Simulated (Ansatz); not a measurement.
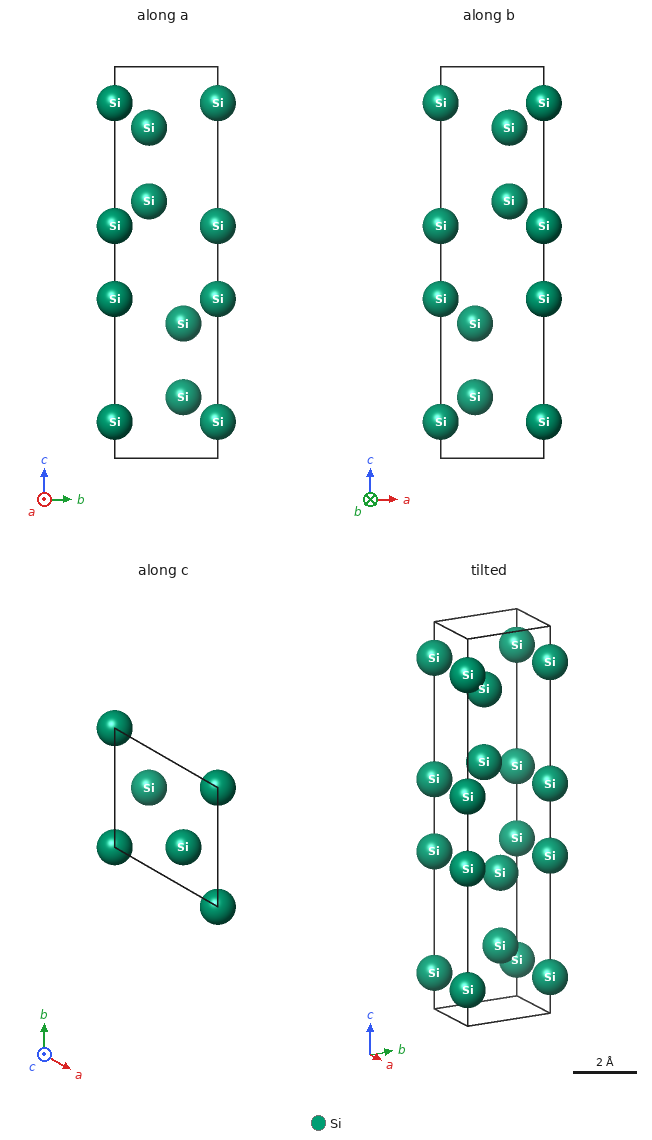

Structure drawing (spheres-only), viewed along the a axis, along the b axis, along the c axis and slightly off an axis. One conventional unit cell is framed, with atoms on its boundary repeated.

Lattice parameters: a = 3.834 Å, b = 3.834 Å, c = 12.604 Å, α = 90.00°, β = 90.00°, γ = 120.00°. Put a along x and b in the xy plane.

**Convert the drawing into a POSCAR file, with free fractional coordinates to two decimals.**

```
Si
1.0
     3.834    0.000    0.000
    -1.917    3.320    0.000
     0.000    0.000   12.604
Si
8
Direct
  0.00 0.00 0.91
  0.3333 0.6667 0.16
  0.00 0.00 0.41
  0.6667 0.3333 0.66
  0.00 0.00 0.09
  0.3333 0.6667 0.34
  0.00 0.00 0.59
  0.6667 0.3333 0.84
```

Starting structure: a structure type filled with this element by a generator (whether the element takes this form wasn't checked). Earlier steps of the study, as a rule a relaxation of our own, may have changed the cell and positions, so they can lie some per cent off the listed ones. Ansatz was used for an electronic-structure calculation on it.
